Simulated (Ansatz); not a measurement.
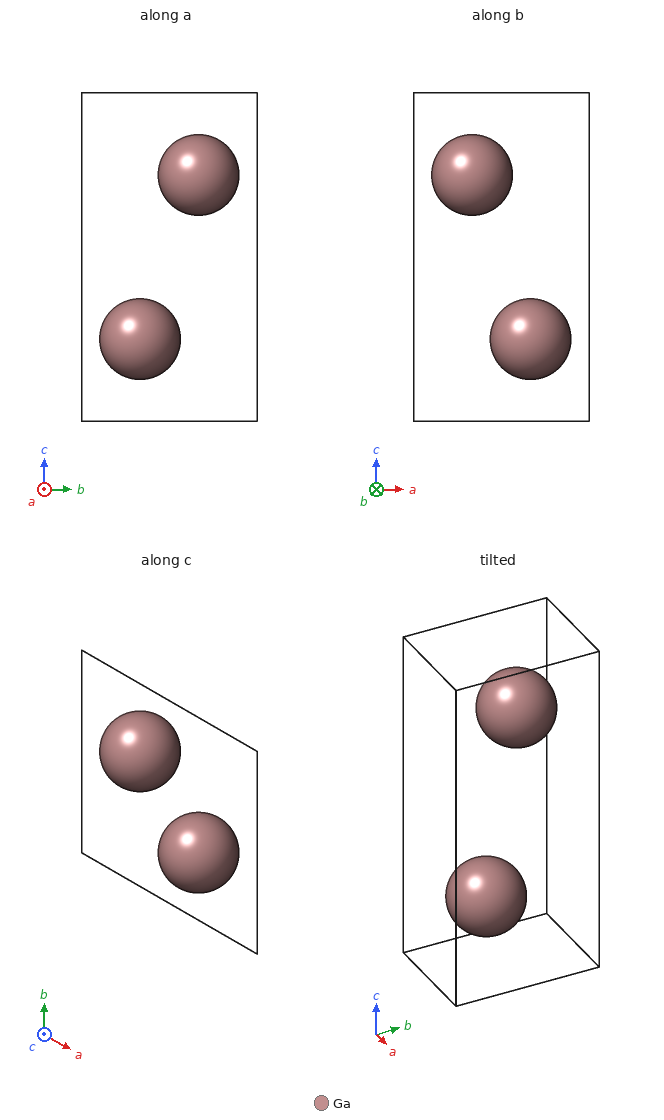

Shown here is a spheres-only view of the crystal, taken along the a axis, along the b axis, along the c axis and slightly off an axis. The edges of the conventional unit cell are marked.

Lattice parameters: a = 3.006 Å, b = 3.006 Å, c = 4.869 Å, α = 90.00°, β = 90.00°, γ = 120.00°.

> Record the structure as a table of Wyckoff sites.

Space group P6_3/mmc (No. 194).
```csv
atom,site,x,y,z
Ga,2d,0.3333,0.6667,0.7500
```

Origin of the cell: a structure type filled with this element by a generator (whether the element takes this form wasn't checked). It was relaxed at fixed volume with DFT r2SCAN, scalar-relativistic, plane waves, PAW (Ansatz 0.2.0).
